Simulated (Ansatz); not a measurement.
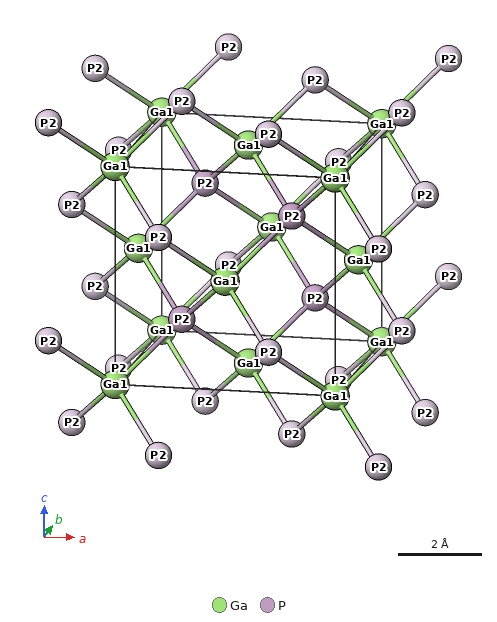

The starting structure (ball-and-stick view of the cell 4 times as large as that of the calculation, set on its symmetry axes, seen slightly off an axis; neighbours outside the cell are drawn fainter; atoms are numbered from 1 in the order of the input).

# Run report: GaP, geometry relaxation

System: GaP (F-43m, 2 atoms in the cell).
Method: DFT LDA, scalar-relativistic, plane waves, PAW, no spin polarisation (Ansatz 0.2.0).

The structure derives from an entry of the Crystallography Open Database. Figures and captions count atoms from 1; the log counts them from 0 in places.

### Output
```
Engine: ansatz 0.2.0, x86_64-unknown-linux-gnu
Pseudopotentials: kind: paw
Pseudopotential: Ga, paw, valence charge 13, recommended cutoff 420 eV (normal), Ga.paw.azcp
Pseudopotential: P, paw, valence charge 5, recommended cutoff 420 eV (normal), P.paw.azcp
Functional definition: SPW92
  exchange = slater_x
  correlation = pw_c
Crystal: 2 atoms, lattice volume = 40.481 Å³
Basis set: ecut = 420 eV, 749 PW (Γ)
Bands: 13, of which v1, the nominal top of the filled ones, is band 9 counted from 1 (8 counted from 0)
Symmetry: 24 space group operations
Space group: F-43m (ITA 216), of the structure as read, at distance tolerance 3.4e-5 Å
k-points: 29 of 512 (time reversal used)
Non-local potential: Ga, projectors of the file, l = 0: 2, l = 1: 2, l = 2: 3, l = 3: 1
Non-local potential: P, projectors of the file, l = 0: 2, l = 1: 2, l = 2: 2
PAW form: soft (Blöchl's): semilocal exchange-correlation on the pseudo side does not see the compensation charge
PAW frozen core: Ga, regenerated for the run's functional, and the local potential with it (the file was generated under x = pbe(κ = 0.804, μ = 0.2195149727645171), c = pbe(β = 0.06672455060314922))
PAW frozen core: P, regenerated for the run's functional, and the local potential with it (the file was generated under x = pbe(κ = 0.804, μ = 0.2195149727645171), c = pbe(β = 0.06672455060314922))
PAW one-centre angular grid: Ga, 590 points (default); XC on 64 Gauss nodes
PAW one-centre angular grid: P, 110 points (default); XC on 64 Gauss nodes
Initial density: superposition of atomic densities (neutral atoms: chi_scale 0, normalization atom), corrected by the library's trained network
Initial wavefunctions: pseudopotential atomic-orbital guess
Functional: x = slater, c = lda
SCF iter   1: F=—  HF=-4433.760305 eV  |F-HF|=—  |Δ(HF+E_count)|=         —  Δρ=6.34e-3  dr2=1.69e-2  ethr=1.77e-3  ⟨swp⟩=6.5  Hψ=2583  notcnv=0
preconditioner: auto → none  [insulator: Δε(μ)=1.434 eV  Ē_g=15.500 eV  σ=0.020 eV  W_gap=1.00  n_scr=14 (ndim 8)  ℏωp=24.8 eV  f_vac=0.011  D(μ)=0.00/eV (n_scr^D=0)  ε∞_Penn≈3.6]
SCF iter   2: F=—  HF=-4433.754559 eV  |F-HF|=—  |Δ(HF+E_count)|=   5.75e-3  Δρ=3.07e-3  dr2=1.70e-3  ethr=9.37e-5  ⟨swp⟩=3.0  Hψ=838  notcnv=0
SCF iter   3: F=—  HF=-4433.754115 eV  |F-HF|=—  |Δ(HF+E_count)|=   4.44e-4  Δρ=9.91e-4  dr2=3.00e-4  ethr=9.45e-6  ⟨swp⟩=2.0  Hψ=754  notcnv=0
SCF iter   4: F=—  HF=-4433.754010 eV  |F-HF|=—  |Δ(HF+E_count)|=   1.05e-4  Δρ=3.69e-4  dr2=2.51e-5  ethr=1.67e-6  ⟨swp⟩=2.0  Hψ=717  notcnv=0
SCF iter   5: F=—  HF=-4433.754006 eV  |F-HF|=—  |Δ(HF+E_count)|=   4.04e-6  Δρ=1.97e-5  dr2=1.02e-7  ethr=1.40e-7  ⟨swp⟩=2.9  Hψ=651  notcnv=0
SCF iter   6: F=-4433.754006 eV  HF=-4433.754006 eV  |F-HF|=6.62e-9  |Δ(HF+E_count)|=   1.36e-8  Δρ=4.05e-6  dr2=8.49e-9  ethr=5.56e-10  ⟨swp⟩=6.8  Hψ=1873  notcnv=0
SCF 1 converged in 6 iterations: F = -4433.754006 eV  dr2 = 8.49e-9
  greatest PAW one-centre occupation: 0.994 electrons in one spin orbital (limit 2), on the Ga atom at site 0 (counted from 0), in its partial waves of l = 2
relax step   1: F+E_penalty+E_count = -4433.75400642 eV  Δ(F+E_penalty+E_count) = +0.000e0 eV  max|allowed force component| = 2.683e-16 eV/Å  Δτ_max = 0.0000 Å  P = -2.749 GPa  Ω = 40.481 Å³  (6 SCF iters, dr2 threshold 1.00e-7 eV, accepted)
Crystal: 2 atoms, lattice volume = 39.560 Å³
Initial density: handed on by an earlier stage of this run
Initial wavefunctions: those handed on with the density
iter 1 solved again at ethr=4.96e-6 eV; its pass at ethr=3.10e-3 eV (dr2=8.93e-4 eV) is discarded
SCF iter   1: F=—  HF=-4433.765105 eV  |F-HF|=—  |Δ(HF+E_count)|=         —  Δρ=1.31e-3  dr2=9.65e-4  ethr=4.96e-6  ⟨swp⟩=2.0  Hψ=2836  notcnv=0
preconditioner: auto → none  [insulator: Δε(μ)=1.470 eV  Ē_g=15.582 eV  σ=0.020 eV  W_gap=1.00  n_scr=14 (ndim 8)  ℏωp=25.0 eV  f_vac=0.002  D(μ)=0.00/eV (n_scr^D=0)  ε∞_Penn≈3.6]
SCF iter   2: F=—  HF=-4433.764780 eV  |F-HF|=—  |Δ(HF+E_count)|=   3.25e-4  Δρ=4.77e-4  dr2=9.01e-5  ethr=4.96e-6  ⟨swp⟩=2.0  Hψ=513  notcnv=0
SCF iter   3: F=—  HF=-4433.764756 eV  |F-HF|=—  |Δ(HF+E_count)|=   2.39e-5  Δρ=1.78e-4  dr2=1.16e-5  ethr=5.01e-7  ⟨swp⟩=3.0  Hψ=651  notcnv=0
SCF iter   4: F=—  HF=-4433.764752 eV  |F-HF|=—  |Δ(HF+E_count)|=   3.57e-6  Δρ=5.06e-5  dr2=5.38e-7  ethr=6.44e-8  ⟨swp⟩=2.0  Hψ=641  notcnv=0
SCF iter   5: F=-4433.764752 eV  HF=-4433.764752 eV  |F-HF|=3.09e-9  |Δ(HF+E_count)|=   3.73e-7  Δρ=1.51e-5  dr2=5.06e-8  ethr=1.11e-9  ⟨swp⟩=7.0  Hψ=2030  notcnv=0
SCF 2 converged in 5 iterations: F = -4433.764752 eV  dr2 = 5.06e-8
relax step   2: F+E_penalty+E_count = -4433.76475210 eV  Δ(F+E_penalty+E_count) = -1.075e-2 eV  max|allowed force component| = 1.064e-16 eV/Å  Δτ_max = 0.0000 Å  P = -0.861 GPa  Ω = 39.560 Å³  energy of the carried Pulay correction = +2.548e-4 eV  (5 SCF iters, dr2 threshold 2.00e-7 eV, accepted)
Crystal: 2 atoms, lattice volume = 39.154 Å³
iter 1 solved again at ethr=1.02e-6 eV; its pass at ethr=3.10e-3 eV (dr2=1.84e-4 eV) is discarded
SCF iter   1: F=—  HF=-4433.765975 eV  |F-HF|=—  |Δ(HF+E_count)|=         —  Δρ=6.05e-4  dr2=2.01e-4  ethr=1.02e-6  ⟨swp⟩=2.2  Hψ=2735  notcnv=0
preconditioner: auto → none  [insulator: Δε(μ)=1.438 eV  Ē_g=15.630 eV  σ=0.020 eV  W_gap=1.00  n_scr=14 (ndim 8)  ℏωp=25.2 eV  f_vac=0.002  D(μ)=0.00/eV (n_scr^D=0)  ε∞_Penn≈3.6]
SCF iter   2: F=—  HF=-4433.765908 eV  |F-HF|=—  |Δ(HF+E_count)|=   6.72e-5  Δρ=2.20e-4  dr2=1.88e-5  ethr=1.02e-6  ⟨swp⟩=2.0  Hψ=485  notcnv=0
SCF iter   3: F=—  HF=-4433.765903 eV  |F-HF|=—  |Δ(HF+E_count)|=   5.15e-6  Δρ=8.41e-5  dr2=2.51e-6  ethr=1.05e-7  ⟨swp⟩=2.9  Hψ=648  notcnv=0
SCF iter   4: F=-4433.765902 eV  HF=-4433.765902 eV  |F-HF|=2.12e-7  |Δ(HF+E_count)|=   7.79e-7  Δρ=2.39e-5  dr2=1.16e-7  ethr=1.11e-9  ⟨swp⟩=4.9  Hψ=2197  notcnv=0
SCF 3 converged in 4 iterations: F = -4433.765902 eV  dr2 = 1.16e-7
relax step   3: F+E_penalty+E_count = -4433.76590202 eV  Δ(F+E_penalty+E_count) = -1.150e-3 eV  max|allowed force component| = 7.864e-17 eV/Å  Δτ_max = 0.0000 Å  P = +0.052 GPa  Ω = 39.154 Å³  energy of the carried Pulay correction = +3.690e-4 eV  (4 SCF iters, dr2 threshold 2.00e-7 eV, accepted)
Crystal: 2 atoms, lattice volume = 39.176 Å³
iter 1 solved again at ethr=3.63e-9 eV; its pass at ethr=3.10e-3 eV (dr2=6.53e-7 eV) is discarded
SCF iter   1: F=—  HF=-4433.765900 eV  |F-HF|=—  |Δ(HF+E_count)|=         —  Δρ=4.22e-5  dr2=7.18e-7  ethr=3.63e-9  ⟨swp⟩=2.1  Hψ=2597  notcnv=0
preconditioner: auto → none  [insulator: Δε(μ)=1.430 eV  Ē_g=15.630 eV  σ=0.020 eV  W_gap=1.00  n_scr=14 (ndim 8)  ℏωp=25.2 eV  f_vac=0.002  D(μ)=0.00/eV (n_scr^D=0)  ε∞_Penn≈3.6]
SCF iter   2: F=—  HF=-4433.765900 eV  |F-HF|=—  |Δ(HF+E_count)|=   2.88e-7  Δρ=1.07e-5  dr2=6.63e-8  ethr=3.63e-9  ⟨swp⟩=2.0  Hψ=638  notcnv=0
SCF iter   3: F=—  HF=-4433.765900 eV  |F-HF|=—  |Δ(HF+E_count)|=   3.39e-8  Δρ=6.49e-6  dr2=9.61e-9  ethr=3.73e-11  ⟨swp⟩=6.0  Hψ=1820  notcnv=0
SCF iter   4: F=-4433.765900 eV  HF=-4433.765900 eV  |F-HF|=4.53e-10  |Δ(HF+E_count)|=   3.23e-9  Δρ=1.41e-6  dr2=7.24e-10  ethr=3.73e-11  ⟨swp⟩=4.0  Hψ=1258  notcnv=0
SCF 4 converged in 4 iterations: F = -4433.765900 eV  dr2 = 7.24e-10
relax step   4: F+E_penalty+E_count = -4433.76589950 eV  Δ(F+E_penalty+E_count) = +2.514e-6 eV  max|allowed force component| = 6.939e-17 eV/Å  Δτ_max = 0.0000 Å  P = +0.001 GPa  Ω = 39.176 Å³  energy of the carried Pulay correction = +3.628e-4 eV  (4 SCF iters, dr2 threshold 6.71e-9 eV, accepted)
Initial wavefunctions: pseudopotential atomic-orbital guess (no wavefunctions were taken with the density)
iter 1 solved again at ethr=1.39e-6 eV; its pass at ethr=3.10e-3 eV (dr2=2.51e-4 eV) is discarded
SCF iter   1: F=—  HF=-4433.765539 eV  |F-HF|=—  |Δ(HF+E_count)|=         —  Δρ=3.95e-5  dr2=1.17e-7  ethr=1.39e-6  ⟨swp⟩=2.9  Hψ=3482  notcnv=0
eigensolver tolerance schedule: the retry pair's looser diagonalisation over-reported the residual by 2138.86 of it (diagonalisation noise at 25.17 of the residual, at the tolerance the schedule requests for it); recorded, not acted on — ethr = c·dr2/N_el stays at c = 1.0e-1
preconditioner: auto → none  [insulator: Δε(μ)=1.431 eV  Ē_g=15.629 eV  σ=0.020 eV  W_gap=1.00  n_scr=14 (ndim 8)  ℏωp=25.2 eV  f_vac=0.003  D(μ)=0.00/eV (n_scr^D=0)  ε∞_Penn≈3.6]
SCF iter   2: F=—  HF=-4433.765545 eV  |F-HF|=—  |Δ(HF+E_count)|=   5.55e-6  Δρ=2.55e-5  dr2=7.77e-8  ethr=6.51e-10  ⟨swp⟩=2.7  Hψ=687  notcnv=0
SCF iter   3: F=—  HF=-4433.765545 eV  |F-HF|=—  |Δ(HF+E_count)|=   3.25e-8  Δρ=5.88e-6  dr2=9.19e-9  ethr=4.32e-10  ⟨swp⟩=2.0  Hψ=622  notcnv=0
SCF iter   4: F=—  HF=-4433.765545 eV  |F-HF|=—  |Δ(HF+E_count)|=   1.04e-8  Δρ=1.07e-6  dr2=1.78e-10  ethr=5.11e-11  ⟨swp⟩=2.0  Hψ=638  notcnv=0
SCF iter   5: F=-4433.765545 eV  HF=-4433.765545 eV  |F-HF|=6.37e-12  |Δ(HF+E_count)|=  1.55e-11  Δρ=3.12e-7  dr2=8.59e-12  ethr=1.00e-12  ⟨swp⟩=5.1  Hψ=2185  notcnv=0
SCF 5 converged in 5 iterations: F = -4433.765545 eV  dr2 = 8.59e-12
relax step   5: F+E_penalty+E_count = -4433.76554487 eV  Δ(F+E_penalty+E_count) = +3.546e-4 eV  max|allowed force component| = 5.782e-17 eV/Å  Δτ_max = 0.0000 Å  P = -0.005 GPa  Ω = 39.176 Å³  stress off target by 4.62e-3 GPa  SCF on the basis re-selected at this cell (its energy is not comparable with the rows above)  (5 SCF iters)
```

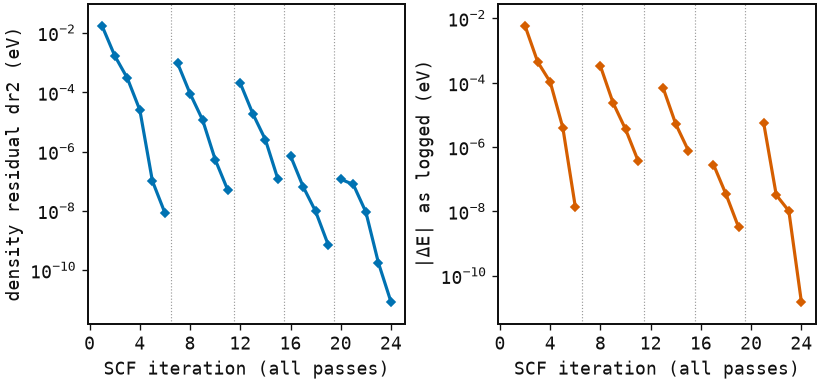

Convergence of the self-consistent field: density residual dr2 and size of the energy change against the SCF iteration. The dotted lines part the SCF passes of the relaxation: geometry steps, rejected trials and re-solves on a re-selected basis. The 5 passes take 4 to 6 iterations each, 24 in all.

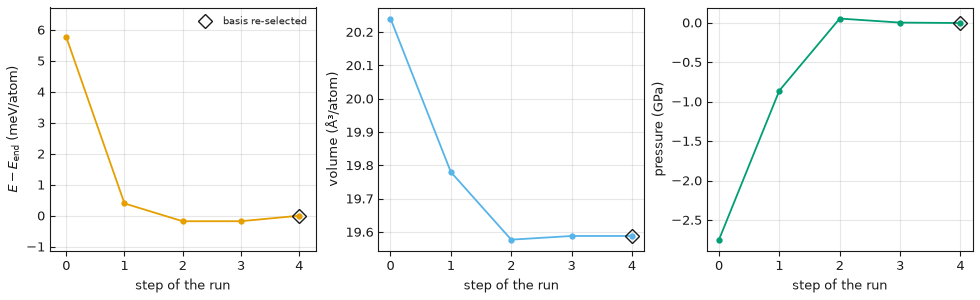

Progress of the relaxation, step by step (the first geometry is step 0 here and step 1 in the log).

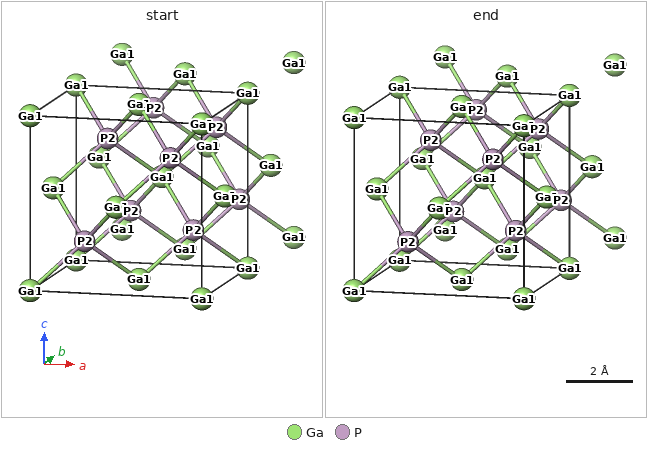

Before (left) and after (right) the relaxation, at one scale (ball-and-stick view of the cell 4 times as large as that of the calculation, set on its symmetry axes, repeated 1 × 2 × 1, seen slightly off an axis). The atoms keep their places relative to the cell (all moves are under 0.005 Å). Cell: a = b = c 5.450 → 5.391 Å (−1.1 %). Volume −3.2 %. Distances before and after: Ga1–P2 2.360 → 2.335 Å. The space group stays F-43m (No. 216). The energy falls by 5.9 meV per atom in 3 geometry steps. All forces vanish by symmetry, so only the cell relaxes. Pressure: −2.75 GPa at the start and 0.00 GPa at the end. A last SCF at the same geometry on a re-selected plane-wave basis shifts the energy by +0.2 meV per atom. (Atoms are counted from 1 in the order of the input.)

```
basis re-selected at this cell: Δ(F+E_penalty+E_count) = +3.546e-4 eV, ΔP = -0.005 GPa vs the last step (what re-selecting the basis moved, of the pressure what is left beyond the Pulay correction that the steps carried, after the strain that the cell walked since its last selection, with what the two solves' SCF thresholds leave and, on support functions, any second-order correction that the steps lacked; it is no measure of the basis error at this ecutwfc). This SCF's stress stands 4.62e-3 GPa from its target on what of the cell is left free (relax.cell.stress_tol is 5.00e-2 GPa) and its largest allowed force component is 5.78e-17 eV/Å (relax.f_tol is 5.00e-3 eV/Å): within both
SCF converged after 5 iterations
Free energy (F): -4433.765545 eV
Harris-Foulkes:  -4433.765545 eV  (|F-HF|=6.37e-12)
Internal energy: -4433.765545 eV  (E = F + TS)
E sigma→0 (E₀):  -4433.765545 eV
Fermi energy:    7.976979 eV
--- Per-component energies (eV) ---
  E_band       = -58.362156
  E_kinetic    = 187.693377
  E_local      = -2183.881960  (includes V_loc(G=0)·N_el)
  E_nonlocal   = 462.042797
  E_hartree    = 1009.028450
  E_xc         = -130.660495
  E_vxc        = -120.347924  (∫ρ·V_xc dr)
  E_paw        = -2452.774831  (= ΣΔE_a)
  E_vpaw       = -421.925173  (= ΣTr[D̂ρ^β])
  E_aug_tail   = -0.000127  (compensation charges beyond the density's cutoff)
  E_ewald      = -1327.058588
  E_core_change = 1.845831  (= ΣΔE_core)
  E_smearing   = -0.000000  (= −TS)
  E_closure    = -0.000000  (closes the sum)
  Σ components = -4433.765545   (vs F -4433.765545, Δ=0.00e0)
--- Forces (eV/Å), atoms counted from 1 ---
  atom   1  Ga    -0.00000000    -0.00000000     0.00000000
  atom   2  P     -0.00000000     0.00000000    -0.00000000
  max |Σ_I F_I| component: 6.48e-17 eV/Å
--- Stress (GPa, compression-positive) ---
       -0.004623      -0.000000      -0.000000
       -0.000000      -0.004623       0.000000
        0.000000       0.000000      -0.004623
  P = ⅓ Tr σ = -0.0046 GPa (-0.046 kbar)
--- Band table (eV; the first three rows and the last of 29) ---
  k-point 0: bands = ["-7.4820", "-7.4820", "-7.4820", "-7.3735", "-7.3735", "-5.5087", "7.2617", "7.2617", "7.2617", "9.1426", "11.0386", "11.0386", "11.0386"]
  k-point 1: bands = ["-7.4970", "-7.4769", "-7.4769", "-7.3736", "-7.3736", "-5.2976", "5.5793", "7.0151", "7.0151", "9.7185", "11.4059", "11.4059", "11.6762"]
  k-point 2: bands = ["-7.5295", "-7.4659", "-7.4659", "-7.3722", "-7.3722", "-4.6974", "3.2512", "6.5579", "6.5579", "9.3632", "11.9249", "11.9249", "13.6086"]
  k-point 28: bands = ["-7.5861", "-7.4402", "-7.4167", "-7.3908", "-7.3640", "-2.2470", "0.4738", "3.4835", "3.6265", "11.8601", "12.1655", "13.2567", "13.3183"]
--- Relaxed structure (4 steps of the walk, 4 accepted, 1 SCFs on fresh bases) ---
  F+E_penalty+E_count = -4433.76554487 eV   max|allowed force component| = 5.782e-17 eV/Å   (the final SCF, on the basis selected at the relaxed cell)
  cell:  # Å, volume = 39.1760 Å³
    - [-2.498323018364534e-33, 2.6956501129276758, 2.6956501129276758]
    - [2.6956501129276758, 2.4473718838281284e-33, 2.6956501129276758]
    - [2.6956501129276758, 2.6956501129276758, 3.0030858984799622e-33]
  atoms:
    - { symbol: Ga, position: [7.876743114142213e-34, -5.992213920478282e-34, -8.171200800652203e-34] }
    - { symbol: P, position: [0.7500000000000001, 0.7500000000000001, 0.7500000000000001] }
```

### Trajectory as extended XYZ (Å, eV, eV/Å), 5 frames, from step=1 to step=5
```
2
Lattice="0.0000 2.7252 2.7252 2.7252 0.0000 2.7252 2.7252 2.7252 0.0000" Properties=species:S:1:pos:R:3:forces:R:3 step=1 energy=-4433.75401 pressure_GPa=-2.75
Ga    0.0000    0.0000    0.0000    0.0000   0.0000   0.0000
P     4.0879    4.0879    4.0879    0.0000   0.0000   0.0000
2
Lattice="0.0000 2.7044 2.7044 2.7044 0.0000 2.7044 2.7044 2.7044 0.0000" Properties=species:S:1:pos:R:3:forces:R:3 step=2 energy=-4433.76475 pressure_GPa=-0.86
Ga    0.0000    0.0000    0.0000    0.0000   0.0000   0.0000
P     4.0566    4.0566    4.0566    0.0000   0.0000   0.0000
2
Lattice="0.0000 2.6951 2.6951 2.6951 0.0000 2.6951 2.6951 2.6951 0.0000" Properties=species:S:1:pos:R:3:forces:R:3 step=3 energy=-4433.76590 pressure_GPa=0.05
Ga    0.0000    0.0000    0.0000    0.0000   0.0000   0.0000
P     4.0427    4.0427    4.0427    0.0000   0.0000   0.0000
2
Lattice="0.0000 2.6957 2.6957 2.6957 0.0000 2.6957 2.6957 2.6957 0.0000" Properties=species:S:1:pos:R:3:forces:R:3 step=4 energy=-4433.76590 pressure_GPa=0.00
Ga    0.0000    0.0000    0.0000    0.0000   0.0000   0.0000
P     4.0435    4.0435    4.0435    0.0000   0.0000   0.0000
2
Lattice="0.0000 2.6957 2.6957 2.6957 0.0000 2.6957 2.6957 2.6957 0.0000" Properties=species:S:1:pos:R:3:forces:R:3 step=5 energy=-4433.76555 pressure_GPa=-0.00
Ga    0.0000    0.0000    0.0000    0.0000   0.0000   0.0000
P     4.0435    4.0435    4.0435    0.0000   0.0000   0.0000
```

This output came from the following input.

### Input
```yaml
crystal:
  lattice:
    - [0.0, 2.72525, 2.72525]
    - [2.72525, 0.0, 2.72525]
    - [2.72525, 2.72525, 0.0]
  atoms:
    - { symbol: Ga, position: [0.0, 0.0, 0.0] }
    - { symbol: P, position: [0.75, 0.75, 0.75] }
basis:
  ecutwfc: 420
kpoints:
  mp_grid: { grid: [8, 8, 8] }
hamiltonian:
  xc: lda
scf:
  occupations: { method: gaussian, width: 0.02 }
output:
  forces: true
  stress: true
  eigenvalues: true
relax:
  adjacent_minimum: "off"
  f_tol: 0.005
  max_steps: 80
  cell: { stress_tol: 0.05 }
```

Command:
```bash
ansatz run input.yaml --threads 1 --pin off --max-ram 3072MiB --backend cpu --events-out ev --progress --plain --runs-dir out
```

### Summary

| quantity | value |
| --- | --- |
| outcome | converged |
| space group (tolerance 0.01 Å) | F-43m (216) |
| electrons treated | 18 |
| free energy | −4433.7655 eV |
| Fermi energy | 7.977 eV |
| gap on the k-point mesh | 1.43 eV |
| pressure | 0.00 GPa |
| final volume | 39.18 Å³ |
| largest force (length of the vector) at the end | under 0.001 eV/Å |
| final cell | a = 3.812 Å, b = 3.812 Å, c = 3.812 Å, α = 60.00°, β = 60.00°, γ = 60.00° |
| hardware | 1 thread of Intel Xeon @ 2.50GHz (Skylake/Cascade Lake), 32 GiB of memory available, shared host |
| wall time | 13 s |
| peak memory | 0.37 GiB |
